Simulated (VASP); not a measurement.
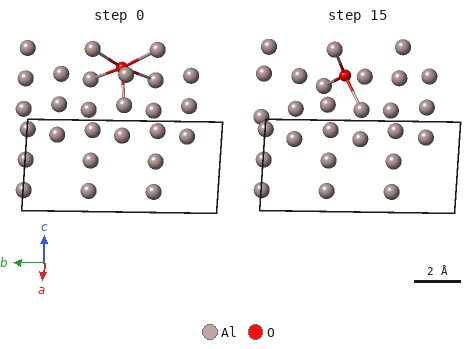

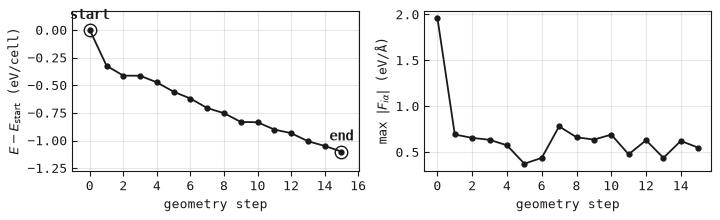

First and last geometry of a relaxation of a slab of composition Al27O, with the history of the run. The picture is a ball-and-stick view of the cell of the calculation, outlined in the plane, without the vacuum (origin shifted), seen from a free direction.

The run lets the atoms move in a fixed cell. 9 atoms are held fixed.

Computed with Kohn-Sham DFT of a periodic cell, PBE, VASP PAW PBE potentials, recommended in VASP 6.6.1.

Input file:
```
SYSTEM = Al27O
ALGO = Normal
EDIFF = 1E-6
EDIFFG = -0.08
ENCUT = 520
GGA = PE
IBRION = 2
ISIF = 2
ISMEAR = -1
LASPH = .True.
LCHARG = .False.
LREAL = Auto
LWAVE = .False.
NELM = 60
NSW = 45
PREC = Accurate
SIGMA = 0.1
```

Run as
```bash
cat potpaw_PBE.64/Al/POTCAR potpaw_PBE.64/O/POTCAR > POTCAR
mpirun -np 1 vasp_gam > vasp.out
```

Did the run converge, and what did it change?

Answer. The run was cut off at its time limit before the relaxation converged, so the last structure is only a point on the way. Over 15 geometry steps the energy falls by 1.100 eV per cell of the calculation. The largest force component goes from 2 to 0.55 eV/Å. The O atom moves most: 0.75 Å at 64° to the normal (−c side). Largest moves by element: O 0.75 Å, Al 0.40 Å. The cell stays as it was. Some distances before and after: Al–O 2.126 → 3.107 Å, Al–O 2.058 → 2.684 Å, Al–O 1.933 → 1.796 Å, Al–O 2.005 → 1.875 Å. Bonds break, among them: Al–O (2.06 → 2.68 Å), Al–O (2.13 → 3.11 Å). Among the angles between lasting bonds that change: Al–O–Al 93.3° → 129.9°, Al–O–Al 96.8° → 113.6°, Al–O–Al 94.4° → 100.9°. It ran on 1 thread of AMD EPYC 7R13 Processor (Zen 3), with other jobs on the host.
